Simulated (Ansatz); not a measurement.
Si2W (slab)

Input file:

```
crystal:
  lattice:
    - [3.2289953143, 0.0, 0.0]
    - [0.0, 3.2289953143, 0.0]
    - [0.0, 0.0, 20.4695770724]
  atoms:
    - { symbol: Si, position: [0.0, 0.0, 0.2442649392] }
    - { symbol: W, position: [0.5, 0.5, 0.3078409797] }
    - { symbol: Si, position: [0.0, 0.0, 0.3714170202] }
    - { symbol: Si, position: [0.5, 0.5, 0.4364239595] }
    - { symbol: W, position: [0.0, 0.0, 0.5] }
    - { symbol: Si, position: [0.5, 0.5, 0.5635760405] }
    - { symbol: Si, position: [0.0, 0.0, 0.6285829798] }
    - { symbol: W, position: [0.5, 0.5, 0.6921590203] }
    - { symbol: Si, position: [0.0, 0.0, 0.7557350608] }
basis:
  ecutwfc: 420
kpoints:
  mp_grid: { grid: [11, 11, 1] }
hamiltonian:
  xc: pbe
scf:
  occupations: { method: gaussian, width: 0.1 }
output:
  forces: true
  stress: true
  eigenvalues: true
  write_density: true
  write_potential: true
  elf: true
  volumetric_format: npy
efield:
  axis: 3
  dipole_correction: true
  ramp_width: 0.04
```

Run with:

```sh
ansatz run input.yaml --threads 1 --pin off --max-ram 2560MiB --backend cpu --events-out ev --progress --plain --runs-dir out
```

Not relaxed (largest force 0.4 eV/Å).

Level of theory: Ansatz, DFT PBE, scalar-relativistic, plane waves, PAW.

Q: Predict the valence pseudo-density and electron localisation function between the atoms.

A: Si–W (2.63 Å): ρ at the midpoint is about 0.42 e/Å³; the ELF peaks at about 0.80 in the valence shell of Si, 0.9 Å from its nucleus, and is about 0.45 at the midpoint.

Q: Does the calculation give a band gap?

A: It is gapless in this calculation (a metal or semimetal).

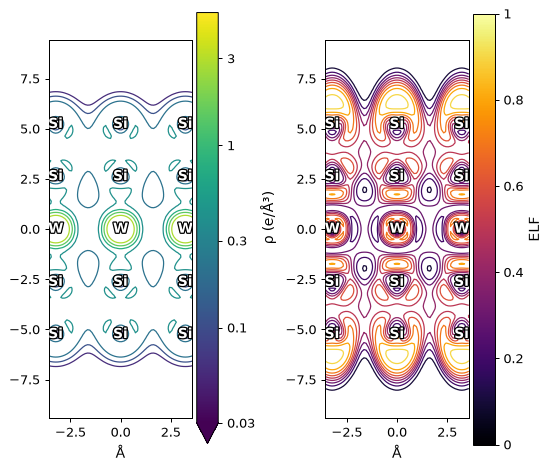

Computed valence pseudo-density and electron localisation function on the (010) plane of the calculation cell, a cut from vacuum to vacuum, in this order. 
